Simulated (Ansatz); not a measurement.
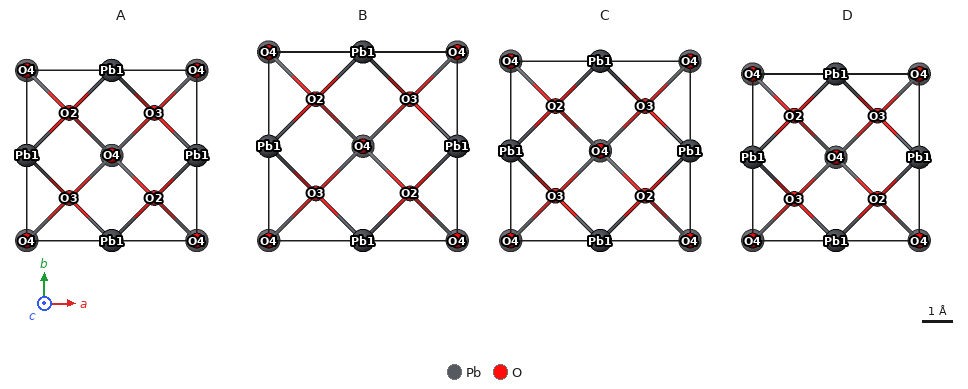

4 geometries from one relaxation of a crystal of PbO₃ (a generated structure, set up in Fm-3m) (coarse preliminary run), in shuffled order. The picture is a ball-and-stick view of the conventional cell (4 times the calculation's cell), seen along the c axis. Lengths and directions refer to the drawn axes.

Level of theory: DFT PBE, scalar-relativistic, plane waves, PAW (Ansatz). Settings: plane-wave cutoff 420 eV; k-point mesh 6 × 6 × 6; occupations gaussian; smearing width 0.1 eV; no spin polarisation; cell and atoms relaxed; force threshold 0.04 eV/Å; at most 70 steps.

Put them in the order of the run, from the start to the converged end.

B, C, A, D. They are steps 0, 1, 2, 7, at +388 meV per atom, +159 meV per atom, +12.2 meV per atom relative to the last. After 5 accepted moves (7 points after the start) the energy has fallen by 388 meV per atom. All forces vanish by symmetry, so only the cell relaxes. The pressure goes from −16.60 to 0.00 GPa. At 2 points the geometry stayed and the basis and grid were re-selected for the new cell (energy shift of 4.2 meV per atom at most each time). No atom moves by more than 0.005 Å relative to the cell. The volume changes by −31.1 %, with a = b = c 6.360 → 5.618 Å (−11.7 %). Some distances before and after: Pb1–O2 2.754 → 2.433 Å. The space group stays Fm-3m (No. 225).
